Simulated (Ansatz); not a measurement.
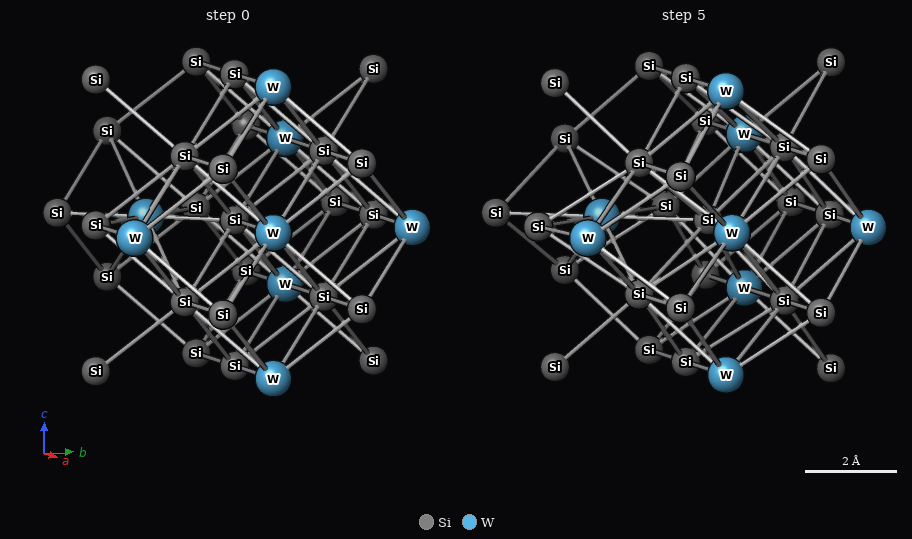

The structure of a defect cell of composition Si$_{9}$W$_{4}$ (started half-way along a vacancy jump, in the symmetry of that start) before (left) and after (right) a relaxation, at one scale.

Style: ball-and-stick. Shown: the atoms within 5.0 Å of the atom that moves most (axes of the conventional cell (2 times the calculation's cell) (origin shifted)), slightly off an axis. Lengths and directions refer to the drawn axes.

These are results of DFT PBE, scalar-relativistic, plane waves, PAW (Ansatz 0.2.0), not measurements.

Input file:
```yaml
crystal:
  lattice:
    - [0.0, 0.0, -7.866827823]
    - [-4.8434929727, -4.8434929727, -3.9334139115]
    - [-4.8434929727, 4.8434929727, -3.9334139115]
  atoms:
    - { symbol: Si, position: [0.9987589278, 0.3333333333, 1.0] }
    - { symbol: Si, position: [0.6654255944, 0.3333333333, 0.6666666667] }
    - { symbol: Si, position: [0.3320922611, 0.3333333333, 0.3333333333] }
    - { symbol: Si, position: [0.9987589278, 0.0, 0.3333333333] }
    - { symbol: Si, position: [0.6654255944, 0.0, 1.0] }
    - { symbol: Si, position: [0.3320922611, 0.0, 0.6666666667] }
    - { symbol: Si, position: [0.9987589278, 0.6666666667, 0.6666666667] }
    - { symbol: Si, position: [0.6654255944, 0.6666666667, 0.3333333333] }
    - { symbol: Si, position: [0.3320922611, 0.6666666667, 0.0] }
    - { symbol: Si, position: [0.0012410722, 0.6666666667, 1.0] }
    - { symbol: Si, position: [0.6679077389, 0.6666666667, 0.6666666667] }
    - { symbol: Si, position: [0.3345744056, 0.6666666667, 0.3333333333] }
    - { symbol: Si, position: [0.0012410722, 0.3333333333, 0.3333333333] }
    - { symbol: Si, position: [0.6679077389, 0.3333333333, 0.0] }
    - { symbol: Si, position: [0.3345744056, 0.3333333333, 0.6666666667] }
    - { symbol: Si, position: [0.0012410722, 1.0, 0.6666666667] }
    - { symbol: Si, position: [0.6679077389, 1.0, 0.3333333333] }
    - { symbol: Si, position: [0.3345744056, 1.0, 0.0] }
    - { symbol: W, position: [0.3333333333, 0.6666666667, 0.6666666667] }
    - { symbol: W, position: [0.0, 0.6666666667, 0.3333333333] }
    - { symbol: W, position: [0.6666666667, 0.5, 0.1666666667] }
    - { symbol: W, position: [0.3333333333, 0.3333333333, 0.0] }
    - { symbol: W, position: [0.0, 0.3333333333, 0.6666666667] }
    - { symbol: W, position: [0.6666666667, 1.0, 0.6666666667] }
    - { symbol: W, position: [0.3333333333, 1.0, 0.3333333333] }
    - { symbol: W, position: [1.0, 1.0, 1.0] }
basis:
  ecutwfc: 420
kpoints:
  mp_grid: { grid: [4, 4, 4] }
hamiltonian:
  xc: pbe
scf:
  occupations: { method: gaussian, width: 0.1 }
output:
  forces: true
  stress: true
  eigenvalues: true
  write_density: true
  write_potential: true
  elf: true
  volumetric_format: npy
relax:
  adjacent_minimum: "off"
  f_tol: 0.02
  max_steps: 60
  escape_saddle: false
```

Launched with:
```bash
ansatz run input.yaml --threads 4 --pin off --max-ram 2560MiB --backend cpu --events-out ev --progress --plain --runs-dir out
```

> Summarise the run.

Over 5 geometry steps the energy falls by 5.541 eV per cell of the calculation. The largest force component goes from 6.3 to 0.0096 eV/Å. The largest moves, 0.39 Å, are those of Si1, Si8, Si12 and Si14. Si1 goes along [1 2 0]. Largest moves by element: Si 0.39 Å, W 0.12 Å. The cell doesn't change. Near-neighbour distances that change, for instance: Si12–W21 2.074 → 2.442 Å, Si12–Si16 3.229 → 2.871 Å, Si10–Si13 3.229 → 2.911 Å, Si3–Si13 2.603 → 2.810 Å.

Limits of the set-up: the periodic images lie only 7.9 Å apart, so the values are limited by the cell's size.
